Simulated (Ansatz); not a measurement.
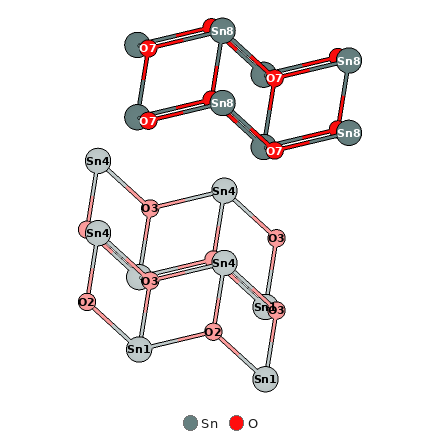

Two computed energy maps of cells of SnO. The picture above is the structure of the first map (first grid point; the lower layer is drawn fainter).

Map 1

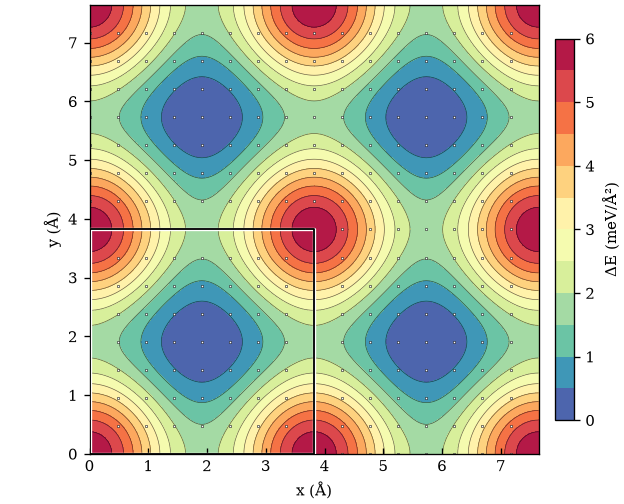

A bilayer of two SnO sheets (8 atoms in the cell). The upper layer of a bilayer is slid over the lower one; relaxed at each slide: nothing; the origin of the map has Sn5 above Sn4; the distance between the facing planes is held at 4.20 Å. Places are given modulo a cell vector. The map is drawn in real space over the plane of the slide. The grid has 8 × 8 points; 15 points were computed and 49 follow by symmetry. Energies are in meV/Å², from the lowest grid point. At a held distance the lowest stacking need not be the one that binds best once the distance relaxes. This map comes from DFT PBE+D3(BJ), scalar-relativistic, plane waves, PAW in Ansatz. Settings: cutoff 420 eV, k-mesh 7×7×1, gaussian smearing 0.05 eV, no spin polarisation.

Drawn: filled contours, dots at the grid points, the outline of one cell of the 2 × 2 shown. Between grid points the surface is interpolated.

Map 2

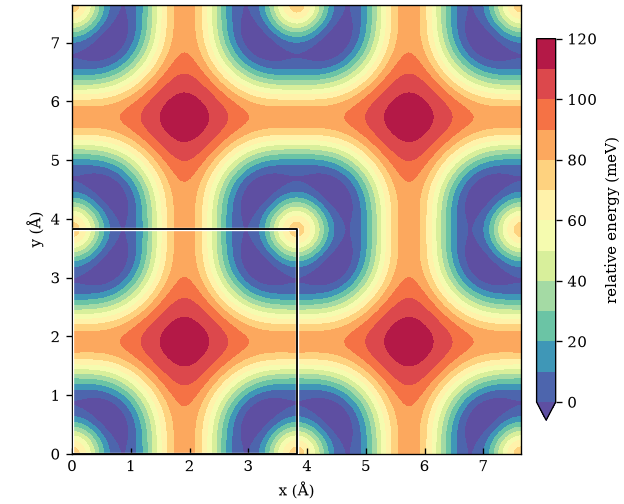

H on a two-dimensional sheet of SnO (4 atoms of substrate and one adsorbate in a 1 × 1 cell). H is moved over the surface cell at a fixed height above a rigid substrate; the origin of the map has the adsorbate above Sn4; the height is held at 2.20 Å. Places are given modulo a cell vector. The map is drawn in real space over the plane of the surface. The scan uses an 8 × 8 grid; 15 points were computed and 49 follow by symmetry. Energies: meV, counted from the lowest grid point. With one adsorbate in each 1 × 1 cell, its nearest image is 3.8 Å away, so neighbouring adsorbates interact. At a fixed height the lowest place need not be the adsorption site. The calculation used DFT PBE+D3(BJ), scalar-relativistic, plane waves, PAW (Ansatz 0.2.0). Settings: cutoff 420 eV, k-mesh 7×7×1, gaussian smearing 0.05 eV, spin-polarised.

The picture shows filled contours, the outline of one cell of the 2 × 2 shown. Between grid points the surface is interpolated.

**Summarise the maps one by one.**

Map 1: The lowest grid point is at (4/8, 4/8) of the cell vectors. No other kind of well shows on this grid. The highest grid point, (0/8, 0/8) of the cell vectors, lies 5.91 meV/Å² above the lowest. On the interpolated surface the easiest way out of the lowest well to its copy in the next cell or period passes a barrier of about 1.8 meV/Å². Facing atoms of the upper layer at the lowest point: Sn above Sn of a deeper plane, the O behind them above O; at the highest: Sn above Sn, the O behind them above O.
Map 2: The lowest grid point is at (1/8, 2/8) of the cell vectors [nearest 1 Sn at 2.45 Å]. The same energy is found at (1/8, 6/8) of the cell vectors [nearest 1 Sn at 2.45 Å]; (6/8, 1/8) of the cell vectors [nearest 1 Sn at 2.45 Å]; (6/8, 7/8) of the cell vectors [nearest 1 Sn at 2.45 Å]. The highest grid point, a fourfold hollow over a third-layer Sn atom, (4/8, 4/8) of the cell vectors, lies 116 meV above the lowest. At the lowest point the adsorbate has 1 Sn at 2.45 Å as nearest neighbours, at the highest 4 Sn at 3.48 Å.

PAW datasets: the set soft_1.
